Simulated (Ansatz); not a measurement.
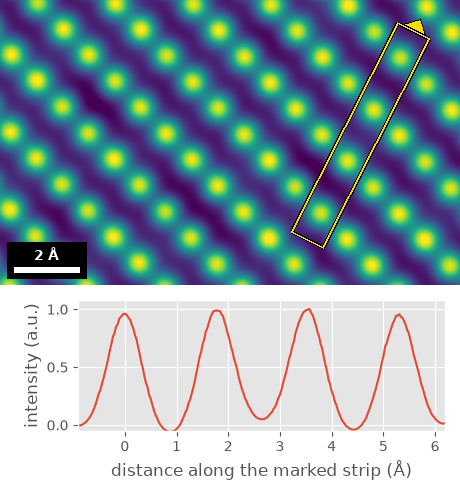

Dark-field STEM-like image of Ni (Pm-3m, No. 221) along [221]. Simulation: incoherent imaging, intensity Z^1.7 per atom, probe width 0.77 Å, thin sample. The speckle of an amorphous layer was added. Structure: the geometry given to an electronic-structure calculation, possibly off equilibrium; the starting structure was generated, so it need not be a known form of this composition.

```cif
data_structure
_symmetry_space_group_name_H-M 'P 1'
_symmetry_Int_Tables_number 1
_cell_length_a 2.3681
_cell_length_b 2.3681
_cell_length_c 2.3681
_cell_angle_alpha 90.000
_cell_angle_beta 90.000
_cell_angle_gamma 90.000
_cell_volume 13.28
loop_
_atom_site_label
_atom_site_type_symbol
_atom_site_fract_x
_atom_site_fract_y
_atom_site_fract_z
_atom_site_occupancy
Ni1 Ni 0.00000 0.00000 0.00000 1
```

The curve is the intensity along the marked strip, in the direction of its arrowhead, with zero distance at the first column. Brightness is counted from the darkest point of the image.

Q: List the columns that the line crosses, with their positions.

A:
```csv
position (Å),atoms per repeat along the beam,height (% of the highest)
0.0,1 Ni,100
1.8,1 Ni,100
3.5,1 Ni,100
5.3,1 Ni,100
```
